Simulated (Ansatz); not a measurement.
## Run report: Al₂Pt, geometry relaxation (part 2 of 2)

The same run, continued: Al₂Pt (Fm-3m, 3 atoms in the cell); DFT PBE, scalar-relativistic, plane waves, PAW, no spin polarisation (Ansatz 0.2.0); cutoff 420 eV, 12×12×12 k-mesh, Gaussian smearing of 0.1 eV. The structure derives from an entry of the Crystallography Open Database.

Output, continued
```
--- Per-component energies (eV) ---
  E_band       = -316.314134
  E_kinetic    = 685.948537
  E_local      = -2720.818152  (includes V_loc(G=0)·N_el)
  E_nonlocal   = 217.404982
  E_hartree    = 1080.487537
  E_xc         = -343.046699
  E_vxc        = -363.143607  (∫ρ·V_xc dr)
  E_paw        = -10388.623860  (= ΣΔE_a)
  E_vpaw       = -296.681235  (= ΣTr[D̂ρ^β])
  E_aug_tail   = 0.000185  (compensation charges beyond the density's cutoff)
  E_ewald      = -2132.018512
  E_smearing   = -0.005847  (= −TS)
  E_closure    = 0.000000  (closes the sum)
  Σ components = -13600.671828   (vs F -13600.671828, Δ=0.00e0)
--- Forces (eV/Å), atoms counted from 1 ---
  atom   1  Al    -0.00000000    -0.00000000    -0.00000000
  atom   2  Al     0.00000000     0.00000000     0.00000000
  atom   3  Pt     0.00000000    -0.00000000    -0.00000000
  max |Σ_I F_I| component: 4.63e-17 eV/Å
--- Stress (GPa, compression-positive) ---
       -0.016737       0.000000       0.000000
        0.000000      -0.016737       0.000000
        0.000000       0.000000      -0.016737
  P = ⅓ Tr σ = -0.0167 GPa (-0.167 kbar)
--- Band table (eV; the first three rows and the last of 72) ---
  k-point 0: bands = ["-87.7052", "-41.9342", "-41.9342", "-41.9342", "1.0234", "6.1566", "6.1566", "6.1566", "7.4883", "7.4883", "13.9418", "14.9156", "14.9156", "14.9156", "16.4260", "16.4260"]
  k-point 1: bands = ["-87.7052", "-41.9344", "-41.9343", "-41.9343", "1.1179", "6.0983", "6.1885", "6.1885", "7.4770", "7.4770", "13.5516", "14.2113", "14.6279", "14.6279", "16.7485", "16.7485"]
  k-point 2: bands = ["-87.7052", "-41.9348", "-41.9344", "-41.9344", "1.3968", "5.9428", "6.2718", "6.2718", "7.4584", "7.4584", "11.8761", "14.0364", "14.0364", "14.4483", "16.8020", "16.8260"]
  k-point 71: bands = ["-87.7052", "-41.9359", "-41.9359", "-41.9351", "5.1819", "5.1819", "5.8026", "6.1324", "7.3997", "7.9122", "8.3718", "8.3718", "10.2427", "16.2306", "16.2306", "17.2595"]
--- Relaxed structure (3 steps of the walk, 3 accepted, 1 SCFs on fresh bases) ---
  F+E_penalty+E_count = -13600.67182750 eV   max|allowed force component| = 5.243e-17 eV/Å   (the final SCF, on the basis selected at the relaxed cell)
  cell:  # Å, volume = 52.5659 Å³
    - [-1.5031347497041992e-33, 2.9732041185334745, 2.9732041185334745]
    - [2.9732041185334745, -1.783380211513457e-34, 2.9732041185334745]
    - [2.9732041185334745, 2.9732041185334745, -4.585834829606032e-34]
  atoms:
    - { symbol: Al, position: [0.25, 0.25, 0.25] }
    - { symbol: Al, position: [0.75, 0.75, 0.75] }
    - { symbol: Pt, position: [-4.0253664793415064e-35, 4.087599833203427e-35, 2.7467539363602263e-35] }
```

Trajectory as extended XYZ (Å, eV, eV/Å), 4 frames, from step=1 to step=4
```
3
Lattice="0.0000 2.9550 2.9550 2.9550 0.0000 2.9550 2.9550 2.9550 0.0000" Properties=species:S:1:pos:R:3:forces:R:3 step=1 energy=-13600.66461 pressure_GPa=2.47
Al    1.4775    1.4775    1.4775    0.0000   0.0000   0.0000
Al    4.4325    4.4325    4.4325    0.0000   0.0000   0.0000
Pt    0.0000    0.0000    0.0000    0.0000   0.0000   0.0000
3
Lattice="0.0000 2.9783 2.9783 2.9783 0.0000 2.9783 2.9783 2.9783 0.0000" Properties=species:S:1:pos:R:3:forces:R:3 step=2 energy=-13600.67077 pressure_GPa=-0.68
Al    1.4892    1.4892    1.4892    0.0000   0.0000   0.0000
Al    4.4675    4.4675    4.4675    0.0000   0.0000   0.0000
Pt    0.0000    0.0000    0.0000    0.0000   0.0000   0.0000
3
Lattice="0.0000 2.9732 2.9732 2.9732 0.0000 2.9732 2.9732 2.9732 0.0000" Properties=species:S:1:pos:R:3:forces:R:3 step=3 energy=-13600.67146 pressure_GPa=-0.02
Al    1.4866    1.4866    1.4866    0.0000   0.0000   0.0000
Al    4.4598    4.4598    4.4598    0.0000   0.0000   0.0000
Pt    0.0000    0.0000    0.0000    0.0000   0.0000   0.0000
3
Lattice="0.0000 2.9732 2.9732 2.9732 0.0000 2.9732 2.9732 2.9732 0.0000" Properties=species:S:1:pos:R:3:forces:R:3 step=4 energy=-13600.67183 pressure_GPa=-0.02
Al    1.4866    1.4866    1.4866    0.0000   0.0000   0.0000
Al    4.4598    4.4598    4.4598    0.0000   0.0000   0.0000
Pt    0.0000    0.0000    0.0000    0.0000   0.0000   0.0000
```

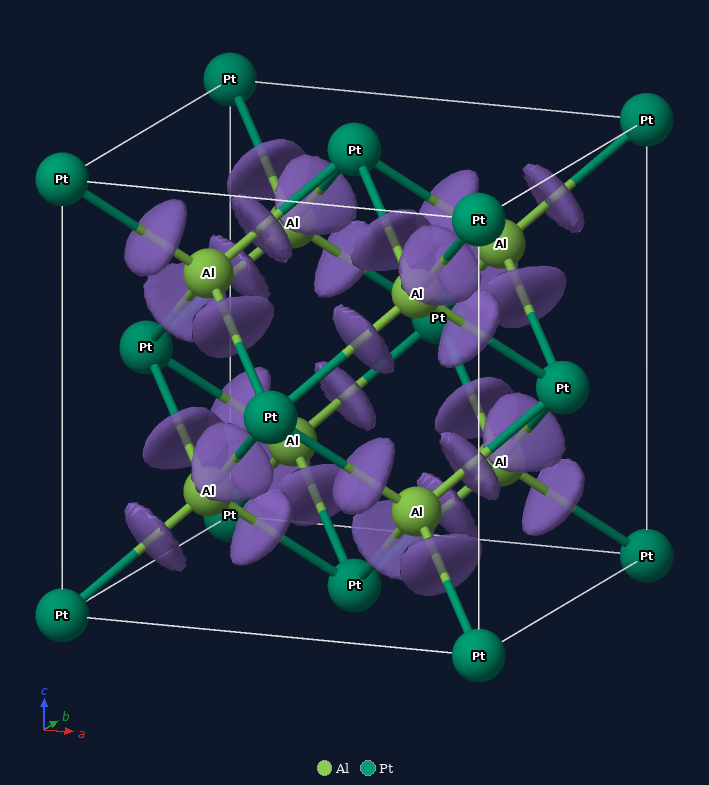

**Figure 1.** Isosurface of the ELF at 0.6 (purple), seen slightly off an axis. Only the valence region is drawn (cores and ρ < 0.01 e/Å³ removed). Sticks mark near contacts. The outline is the cell set on symmetry axes. Profiles from the grid: Al–Pt (2.57 Å): the ELF is about 0.50 at the midpoint (no shared electron pair). In a PAW calculation such maps are meaningful between the atoms, not at the nuclei.

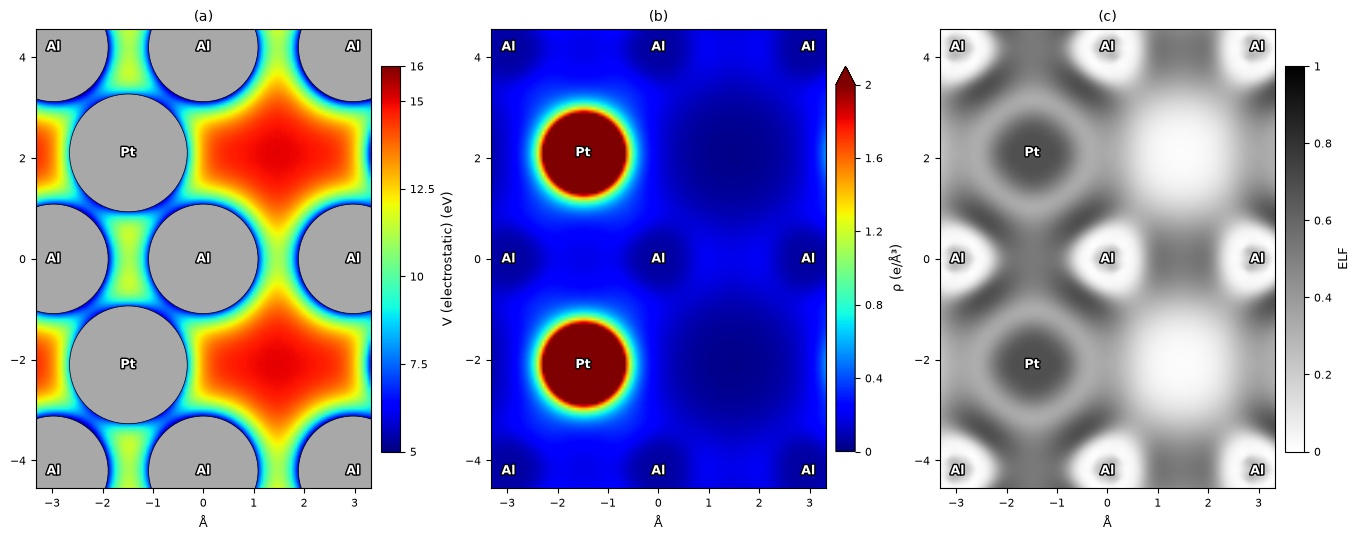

**Figure 2.** (a) electrostatic potential (local pseudopotential plus Hartree) felt by an electron; (b) valence charge density (pseudo); (c) electron localisation function on the (101) plane of the conventional cell. Grey discs, where drawn, cover atomic cores. The plane passes through Al and Pt nuclei. Al–Pt (2.57 Å): ρ is about 0.43 e/Å³ halfway; the ELF is about 0.50 at the midpoint; no localised pair between them. Away from the nuclei the density in this plane falls to 0.02 e/Å³ at its lowest. The strong features right at Pt lie inside the PAW spheres (semicore, d or f shells) and say nothing about bonding. Outside the cores the potential energy rises away from the atoms and is highest about 2.6 Å from the nearest atoms; outside the discs it spans about 9 eV, and its zero is arbitrary.

This output came from the following input.

Input file
```yaml
crystal:
  lattice:
    - [0.0, 2.955, 2.955]
    - [2.955, 0.0, 2.955]
    - [2.955, 2.955, 0.0]
  atoms:
    - { symbol: Al, position: [0.25, 0.25, 0.25] }
    - { symbol: Al, position: [0.75, 0.75, 0.75] }
    - { symbol: Pt, position: [0.0, 0.0, 0.0] }
basis:
  ecutwfc: 420
kpoints:
  mp_grid: { grid: [12, 12, 12] }
hamiltonian:
  xc: pbe
scf:
  occupations: { method: gaussian, width: 0.1 }
output:
  forces: true
  stress: true
  eigenvalues: true
  write_density: true
  write_potential: true
  elf: true
  volumetric_format: npy
relax:
  adjacent_minimum: "off"
  f_tol: 0.005
  max_steps: 80
  cell: { stress_tol: 0.05 }
```

Command:
```bash
ansatz run input.yaml --threads 4 --pin off --max-ram 8192MiB --backend cpu --events-out ev --progress --plain --runs-dir out
```

Key numbers

| quantity | value |
| --- | --- |
| outcome | converged |
| space group (tolerance 0.01 Å) | Fm-3m (225) |
| electrons treated | 24 |
| free energy | −13600.6718 eV |
| Fermi energy | 11.147 eV |
| gap on the k-point mesh | none (metallic) |
| pressure | −0.02 GPa |
| final volume | 52.57 Å³ |
| largest force (length of the vector) at the end | under 0.001 eV/Å |
| final cell | a = 4.205 Å, b = 4.205 Å, c = 4.205 Å, α = 60.00°, β = 60.00°, γ = 60.00° |
| hardware | 4 threads of Intel Xeon (Sapphire Rapids), 64 GiB of memory available, shared host |
| wall time | 4.6 s (CPU time 10 s) |
| peak memory | 0.46 GiB |

Remarks

Spin–orbit coupling is left out, which matters for Pt.
